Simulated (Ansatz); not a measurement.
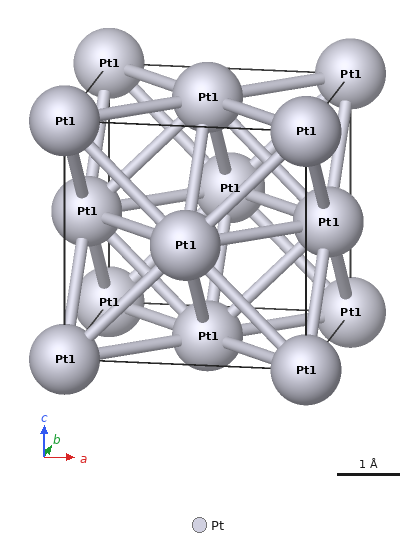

Figure 1. The structure (ball-and-stick view of the cell 4 times as large as that of the calculation, set on its symmetry axes, seen slightly off an axis; atoms are numbered from 1 in the order of the input). An atom can appear more than once, as a periodic image. Near neighbours in the periodic cell (some may lie outside the picture): Pt has 12 Pt at 2.81 Å.

## Single-point calculation of Pt

The run: single-point calculation of Pt (Fm-3m, 1 atom in the cell). Method and program: DFT, PBE, plane waves, PAW, no spin polarisation (Ansatz 0.2.0).

The structure derives from an entry of the Crystallography Open Database. Some settings of this run were made unusual or wrong on purpose. Figures and captions count atoms from 1; the log counts them from 0 in places.

Input
```yaml
crystal:
  lattice:
    - [0.0, 1.9850569795, 1.9850569795]
    - [1.9850569795, 0.0, 1.9850569795]
    - [1.9850569795, 1.9850569795, 0.0]
  atoms:
    - { symbol: Pt, position: [0.0, 0.0, 0.0] }
basis:
  ecutwfc: 420
kpoints:
  mp_grid: { grid: [18, 18, 18] }
hamiltonian:
  xc: pbe
scf:
  occupations: { method: fixed }
  max_iter: 80
output:
  forces: true
  eigenvalues: true
  stress: true
```

Run on 4 threads of AMD EPYC (Zen 3), 32 GiB of memory available, shared host.

Run as:
```bash
ansatz run input.yaml --threads 4 --pin off --max-ram 11264MiB --backend cpu --events-out ev --progress --plain --runs-dir out
```

The program's output
```
Engine: ansatz 0.2.0, x86_64-unknown-linux-gnu
Pseudopotentials: kind: paw
Pseudopotential: Pt, paw, valence charge 18, recommended cutoff 420 eV (normal), Pt.paw.azcp
Functional definition: PBE
  parameter kappa = 0.804
  parameter beta = 0.06672455060314922
  exchange = pbe_x(kappa = kappa, mu = beta*pi^2/3)
  correlation = pbe_c(beta = beta)
Crystal: 1 atoms, lattice volume = 15.644 Å³
Basis set: ecut = 420 eV, 331 PW (Γ), exchange–correlation on 40×40×40 points (8 copies of the dense FFT grid, shifted against one another)
Bands: 13, of which v1, the nominal top of the filled ones, is band 9 counted from 1 (8 counted from 0)
Symmetry: 48 space group operations
Space group: Fm-3m (ITA 225), of the structure as read, at distance tolerance 2.5e-5 Å
k-points: 195 of 5832
Non-local potential: Pt, projectors of the file, l = 0: 3, l = 1: 2, l = 2: 2, l = 3: 1
PAW form: soft (Blöchl's): semilocal exchange-correlation on the pseudo side does not see the compensation charge
PAW one-centre angular grid: Pt, 590 points (default); XC on 64 Gauss nodes
Initial density: superposition of atomic densities (neutral atoms: chi_scale 0, normalization atom), corrected by the library's trained network
Initial wavefunctions: pseudopotential atomic-orbital guess
Functional: x = pbe(κ = 0.804, μ = 0.2195149727645171), c = pbe(β = 0.06672455060314922)
SCF iter   1: F=—  HF=-12522.577542 eV  |F-HF|=—  |Δ(HF+E_count)|=         —  Δρ=2.85e-2  dr2=2.45e-2  ethr=1.77e-3  ⟨swp⟩=4.4  Hψ=12501  notcnv=0  defer=352
preconditioner: auto → none  [insulator: Δε(μ)=0.087 eV  Ē_g=14.431 eV  n_scr=8 (ndim 8)  ℏωp=29.7 eV  f_vac=0.000  ε∞_Penn≈5.2]
SCF iter   2: F=—  HF=-12522.572655 eV  |F-HF|=—  |Δ(HF+E_count)|=   4.89e-3  Δρ=1.34e-2  dr2=5.01e-3  ethr=1.36e-4  ⟨swp⟩=2.0  Hψ=4476  notcnv=0  defer=379
SCF iter   3: F=—  HF=-12522.571927 eV  |F-HF|=—  |Δ(HF+E_count)|=   7.28e-4  Δρ=2.98e-3  dr2=9.79e-4  ethr=2.79e-5  ⟨swp⟩=2.7  Hψ=3995  notcnv=0  defer=388
SCF iter   4: F=—  HF=-12522.571610 eV  |F-HF|=—  |Δ(HF+E_count)|=   3.16e-4  Δρ=1.34e-4  dr2=1.88e-6  ethr=5.44e-6  ⟨swp⟩=2.1  Hψ=3932  notcnv=0  defer=388
SCF iter   5: F=—  HF=-12522.571611 eV  |F-HF|=—  |Δ(HF+E_count)|=   2.34e-7  Δρ=2.85e-5  dr2=9.35e-8  ethr=1.05e-8  ⟨swp⟩=2.7  Hψ=4327  notcnv=0
SCF iter   6: F=-12522.571611 eV  HF=-12522.571611 eV  |F-HF|=3.82e-11  |Δ(HF+E_count)|=   1.41e-8  Δρ=1.71e-6  dr2=2.10e-10  ethr=5.20e-10  ⟨swp⟩=3.9  Hψ=11350  notcnv=0
WARN: a fill by count may have filled part of one level: at k-index 8 the highest filled band, 22.264208 eV, and the lowest empty band, 22.264208 eV, stand 3.553e-15 eV apart, within the solve's uncertainty, 3.162e-4 eV. If they are one level, whatever splits it, however little, can move the result. A smearing (`scf.occupations.method` with a `width`) well over the split that the run's distortions make, where the deck can take one, can fill the level evenly. On an open shell (a free atom, a radical) an even fill, a smearing's or one that the run's symmetry operations hold, can lie tenths of an eV above a state that splits the level, and an energy difference taken against it is then off by as much. To look for that state on an open shell, re-run with `crystal.symmetry.detect: false`, without `crystal.symmetry.time_reversal: true` (on a non-collinear deck from a starting moment too), where the deck allows it, and compare the energies; that run can end on one of several states, or fail to converge. If the gap is true, a tighter SCF threshold (`scf.convergence.dr2_threshold`, or `saddle.dr2_threshold`, `phonons.dr2_threshold` by `fd` or `hamiltonian.hubbard.lr.dr2_threshold` where that key governs the SCF) lowers that uncertainty; where it stays it is the eigensolver's: a larger `scf.n_extra_bands` or, on support functions, `scf.eigensolver.kind: davidson` lowers it. See `scf.occupations.method`, Limitations, in the input reference
SCF 1 converged in 6 iterations: F = -12522.571611 eV  dr2 = 2.10e-10
  greatest PAW one-centre occupation: 1.000 electrons in one spin orbital (limit 2), on the Pt atom at site 0 (counted from 0), in its partial waves of l = 0
SCF converged after 6 iterations
Free energy (F): -12522.571611 eV
Harris-Foulkes:  -12522.571611 eV  (|F-HF|=3.82e-11)
Internal energy: -12522.571611 eV  (E = F + TS)
E sigma→0 (E₀):  -12522.571611 eV
Fermi energy:    22.827075 eV
--- Per-component energies (eV) ---
  E_band       = -143.828612
  E_kinetic    = 637.693562
  E_local      = -1511.194187  (includes V_loc(G=0)·N_el)
  E_nonlocal   = 200.391158
  E_hartree    = 560.217188
  E_xc         = -261.580560
  E_vxc        = -302.570887  (∫ρ·V_xc dr)
  E_paw        = -9454.145341  (= ΣΔE_a)
  E_vpaw       = -288.583215  (= ΣTr[D̂ρ^β])
  E_aug_tail   = 0.000204  (compensation charges beyond the density's cutoff)
  E_ewald      = -2693.953634
  E_smearing   = -0.000000  (= −TS)
  E_closure    = -0.000000  (closes the sum)
  Σ components = -12522.571611   (vs F -12522.571611, Δ=0.00e0)
--- Forces (eV/Å), atoms counted from 1 ---
  atom   1  Pt    -0.00000000     0.00000000    -0.00000000
  max |Σ_I F_I| component: 2.77e-32 eV/Å
--- Stress (GPa, compression-positive) ---
        8.029373       0.000000      -0.000000
       -0.000000       8.029373       0.000000
       -0.000000      -0.000000       8.029373
  P = ⅓ Tr σ = 8.0294 GPa (80.294 kbar)
--- Band table (eV; the first three rows and the last of 195) ---
  k-point 0: bands = ["-75.9943", "-30.0224", "-30.0224", "-30.0224", "12.4608", "18.7691", "18.7691", "18.7691", "20.7629", "20.7629", "37.0352", "41.6997", "41.6997"]
  k-point 1: bands = ["-75.9934", "-30.0351", "-30.0242", "-30.0242", "12.5814", "18.7164", "18.8166", "18.8166", "20.7367", "20.7367", "37.2166", "41.0330", "41.8779"]
  k-point 2: bands = ["-75.9910", "-30.0718", "-30.0295", "-30.0295", "12.9328", "18.5809", "18.9406", "18.9406", "20.6814", "20.6814", "37.7070", "39.6378", "42.3946"]
  k-point 194: bands = ["-75.9573", "-30.3184", "-30.2775", "-30.1820", "16.8740", "17.6354", "18.4855", "20.4991", "22.8271", "29.2106", "29.7152", "31.0686", "33.9995"]
```

What the run reported

| quantity | value |
| --- | --- |
| outcome | converged |
| space group (tolerance 0.01 Å) | Fm-3m (225) |
| electrons treated | 18 |
| free energy | −12522.5716 eV |
| Fermi energy | 22.827 eV |
| gap on the k-point mesh | none (metallic) |
| pressure | 8.03 GPa |
| largest force (length of the vector) | under 0.001 eV/Å |
| wall time | 1.1 s (CPU time 3.6 s) |
| peak memory | 0.34 GiB |

Diagnosis

The input was spoiled on purpose: fixed occupations whatever the gap (`scf.occupations`). Fixed occupations are valid only where a gap stays open. The run converged all the same; its numbers are those of the faulty input and shouldn't be used. Notes on the run: filled and empty bands overlap.
